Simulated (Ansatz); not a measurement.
The Ansatz input:

```
crystal:
  lattice:
    - [3.7881123196, 0.0, 0.0]
    - [-1.8940561598, 3.2806015011, 0.0]
    - [0.0, 0.0, 6.1800627021]
  atoms:
    - { symbol: Zr, position: [0.0, 0.0, 0.0] }
    - { symbol: Se, position: [0.3333333333, 0.6666666667, 0.2538098226] }
    - { symbol: Se, position: [0.6666666667, 0.3333333333, 0.7461901774] }
kpoints:
  mp_grid: { grid: [6, 6, 4] }
hamiltonian:
  xc: r2scan
scf:
  occupations: { method: fixed }
  n_extra_bands: 4
output:
  forces: true
  stress: true
  eigenvalues: true
```

Launched with:
```bash
ansatz run input.yaml --threads 4 --pin off --max-ram 3686MiB --backend cpu --events-out ev --progress --plain --runs-dir out
```

Predict the main features of the density of states.

There is a gap; over the k points computed it is 0.60 eV (indirect; the smallest direct gap is 1.34 eV). The upper group of valence states starts about 4.8 eV under the valence-band top, with a gap beneath it; it holds about 12 electrons a cell. Within the window shown, the tallest peak of the filled states lies 2.6 eV under the valence-band top, at about 5.5 states per eV and cell.

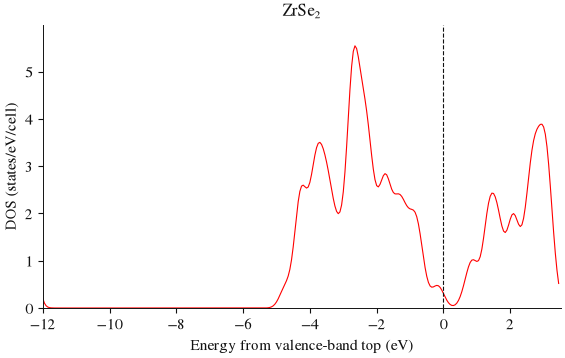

Density of states. Energies are counted from the top of the valence band. The curve is built from the levels of the k mesh with Gaussians 0.4 eV wide, which also blur the band edges.
